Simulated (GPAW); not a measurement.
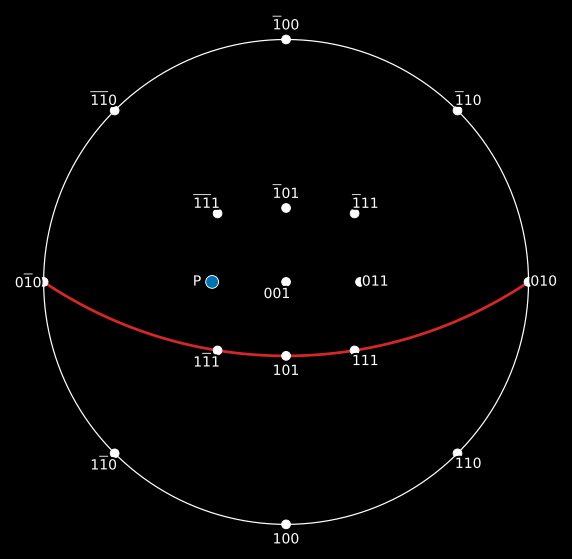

For SnO2, an entry of the Crystallography Open Database, as set up for an electronic-structure calculation: stereographic projection of plane normals (upper hemisphere) centred on (0 0 1). The drawing is computed from the coordinates (standard cell, symmetry found to 0.002 Å).

a = 4.738 Å, b = 4.738 Å, c = 3.187 Å, α = 90.00°, β = 90.00°, γ = 90.00°.

Q: Index the pole marked P.

A: P is (0 −1 1), 33.9° from the centre.

Q: Which zone does the coloured great circle trace?

A: The zone [1 0 −1]: its poles satisfy h − l = 0.

Q: What is the angle between the normals of (1 1 1) and (−1 0 0), and what are their d_hkl = 1/|g|?

A: 119.2°; d = 2.309 Å and 4.738 Å.
